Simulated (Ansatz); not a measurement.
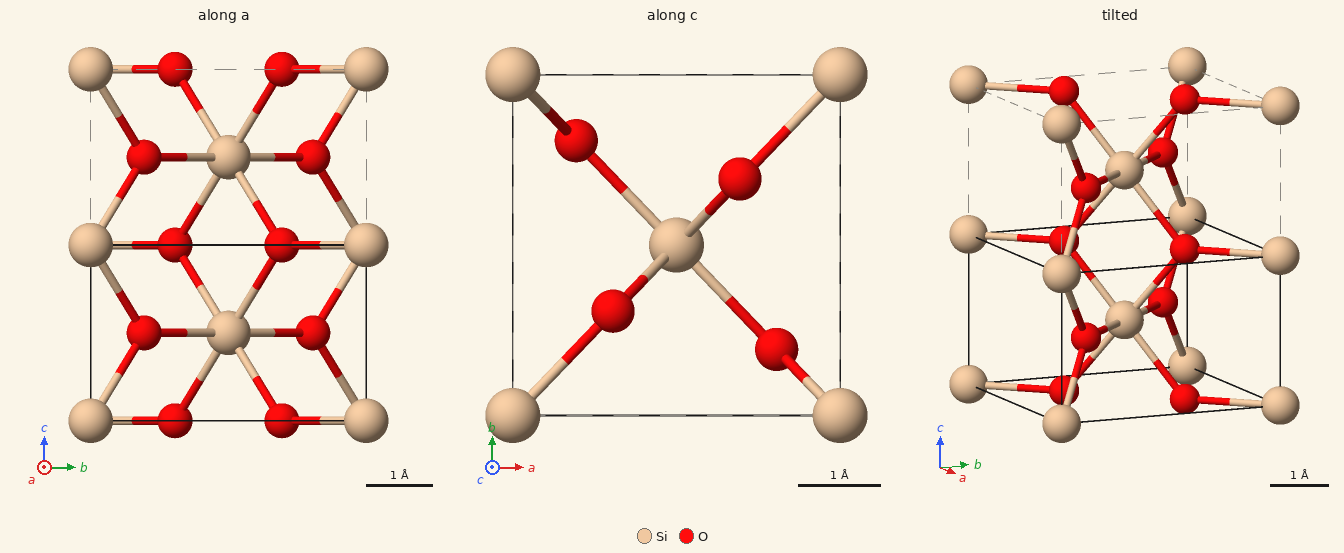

The crystal in a ball-and-stick representation, seen along the a axis, along the c axis and slightly off an axis. One conventional unit cell is drawn solid; the view covers 1×1×2 cells. Cell: a = 4.018 Å, b = 4.185 Å, c = 2.669 Å, α = 90.00°, β = 90.00°, γ = 90.00°.

What structure is drawn here?

The stoichiometry is SiO$_{2}$. The symmetry is that of Pnnm (No. 58), on a primitive orthorhombic lattice. Counting shared atoms by their share gives 2 Si, 4 O, or 6 atoms. Si bonds to six O in a distorted octahedral arrangement at about 1.7 Å. The O atoms are each bonded to three Si at about 1.7 Å. The bonds build a three-dimensional framework.

It goes back to a structure listed in the Materials Project. The cell was then strained or its atoms displaced on purpose. It went into a calculation with Ansatz.

At this level of theory the run's own cell isn't at rest (compressed, at 14 GPa), so its distances can differ from those at equilibrium, the more so the softer the solid.
